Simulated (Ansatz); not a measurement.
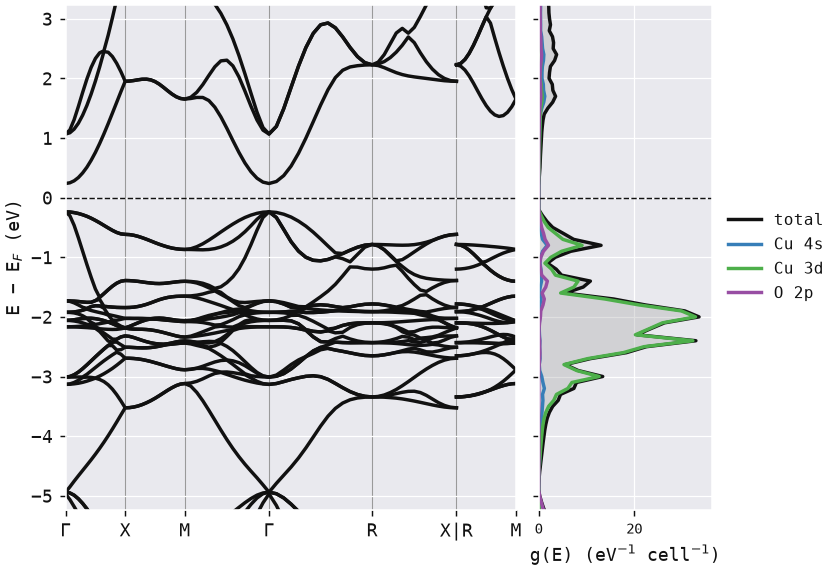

Band structure and density of states. Energies are counted from the Fermi level. The partial curves are projected on Löwdin-orthogonalised atomic shells; they sum to less than the total at higher energies, where shells without a projector contribute.

Which Bravais lattice do the labels of the path belong to?

Answer. A simple cubic lattice: the path Γ–X–M–Γ–R–X|R–M runs through the special points of its Brillouin zone.

The Ansatz input:

```
crystal:
  lattice:
    - [4.2982410528, 0.0, 0.0]
    - [0.0, 4.2982410528, 0.0]
    - [0.0, 0.0, 4.2982410528]
  atoms:
    - { symbol: Cu, position: [0.25, 0.25, 0.25] }
    - { symbol: Cu, position: [0.25, 0.75, 0.75] }
    - { symbol: Cu, position: [0.75, 0.75, 0.25] }
    - { symbol: Cu, position: [0.75, 0.25, 0.75] }
    - { symbol: O, position: [0.0, 0.0, 0.0] }
    - { symbol: O, position: [0.5, 0.5, 0.5] }
basis:
  ecutwfc: 420
kpoints:
  mp_grid: { grid: [8, 8, 8] }
  band_path:
    path:
      - [[0.0, 0.0, 0.0], [0.0, 0.5, 0.0], [0.5, 0.5, 0.0], [0.0, 0.0, 0.0], [0.5, 0.5, 0.5], [0.0, 0.5, 0.0]]
      - [[0.5, 0.5, 0.5], [0.5, 0.5, 0.0]]
    npoints: 14
hamiltonian:
  xc: pbe
scf:
  occupations: { method: gaussian, width: 0.02 }
  n_extra_bands: 15
output:
  forces: true
  stress: true
  eigenvalues: true
  populations: true
  dos: { projected: true, de: 0.02, nscf_kmesh: { grid: [12, 12, 12] } }
  bader: true
```

Command:
```bash
ansatz run input.yaml --threads 1 --pin off --max-ram 2560MiB --backend cpu --events-out ev --progress --plain --runs-dir out
```

Metal, semiconductor or insulator, and what is the gap?

Answer. The material is gapped. The gap along this path is 0.47 eV and direct: both edges lie at Γ.

Where is the tallest peak in the window, and which states make it?

Answer. The tallest peak in the window is at −2.0 eV; by projected weight it is Cu 3d almost alone.

Where is the centre of the Cu 3d band?

Answer. Over the range shown, the centre of the Cu 3d weight lies 2.0 eV below the Fermi level, and the shell is essentially full.
